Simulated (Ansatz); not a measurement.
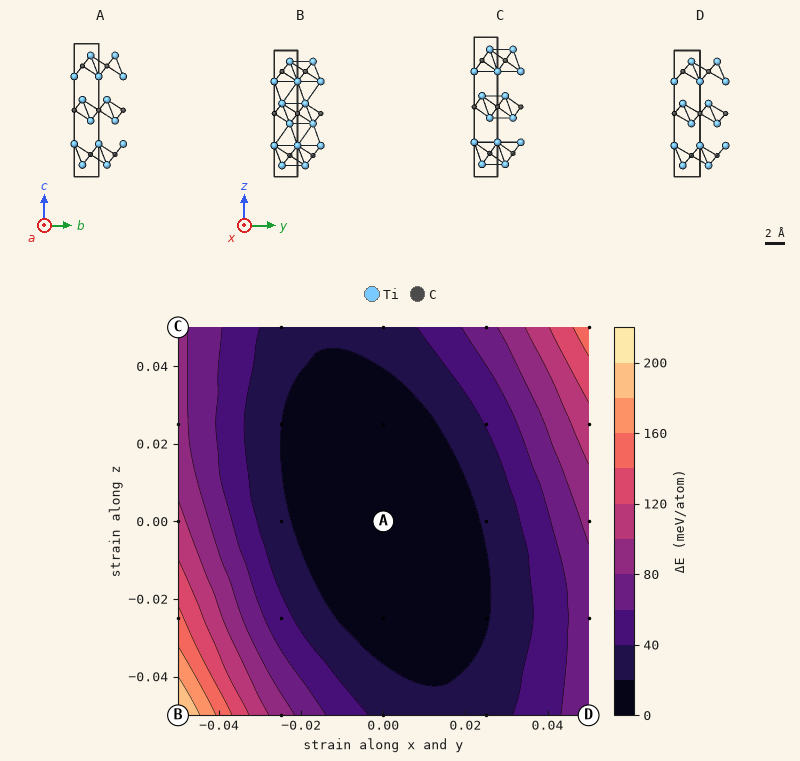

Energy scan for a crystal of Ti₂C (R-3m), in which the cell is strained equally along x and y and separately along z, with the atoms kept at their fractional coordinates. x, y and z are the Cartesian axes of the input. The map is interpolated between the computed points (dots). The lettered frames are marked on it. A ball-and-stick model of the conventional cell (3 times the calculation's cell), repeated 2 × 2 × 1 with one cell outlined, seen along the a axis. Lengths and directions refer to the drawn axes.

Method: DFT PBEsol, scalar-relativistic, plane waves, PAW (Ansatz). (plane-wave cutoff 420 eV; k-point mesh 18 × 18 × 18; occupations gaussian; smearing width 0.15 eV; no spin polarisation). Energies (free energies at the smearing named) are counted from the relaxed crystal.

### Where is the lowest point of the map, and what else does it tell?

In pairs of (strain along x and y; strain along z): the lowest computed point lies at (0.000, 0.000) (0.0 meV/atom), the highest at (−0.050, −0.050) (206.2 meV/atom). The valley is tilted: raising the in-plane strain is made harder by raising the strain along z (cross term 0.44 of the geometric mean of the two curvatures). Over the ranges scanned the energy rises more along the first axis, the in-plane strain. The pressure runs from −21.3 GPa at (0.050, 0.050) to 40.9 GPa at (−0.050, −0.050). The frames lie at A (0.000, 0.000): 0.0 meV/atom, B (−0.050, −0.050): 206.2 meV/atom, C (−0.050, 0.050): 85.1 meV/atom, D (0.050, −0.050): 71.5 meV/atom.
